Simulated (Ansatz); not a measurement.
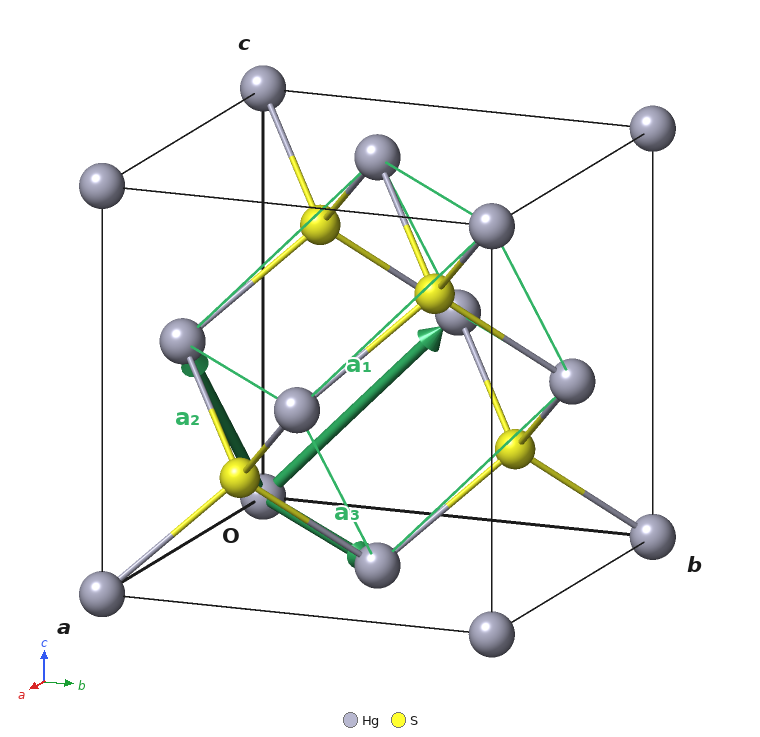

The conventional cell (thin) and a primitive cell (coloured, vectors a₁, a₂, a₃). Crystal: HgS, coordinates from a relaxation with DFT PBE, scalar-relativistic, plane waves, PAW in Ansatz 0.2.0. Symmetry computed with spglib at a tolerance of 0.002 Å; standard conventional cell.

a = 5.991 Å, b = 5.991 Å, c = 5.991 Å, α = 90.00°, β = 90.00°, γ = 90.00°.

### What is the centring, and how are the primitive vectors built?

F, face-centred cubic, with lattice points at (0, 0, 0), (1/2, 1/2, 0), (1/2, 0, 1/2), (0, 1/2, 1/2). a₁ = 1/2 b + 1/2 c; a₂ = 1/2 a + 1/2 c; a₃ = 1/2 a + 1/2 b.

### Give the primitive cell's size and content.

Edges 4.237, 4.237, 4.237 Å; angles 60.00°, 60.00°, 60.00°; volume 53.77 Å³, 1/4 of the conventional cell; 2 of its 8 atoms.
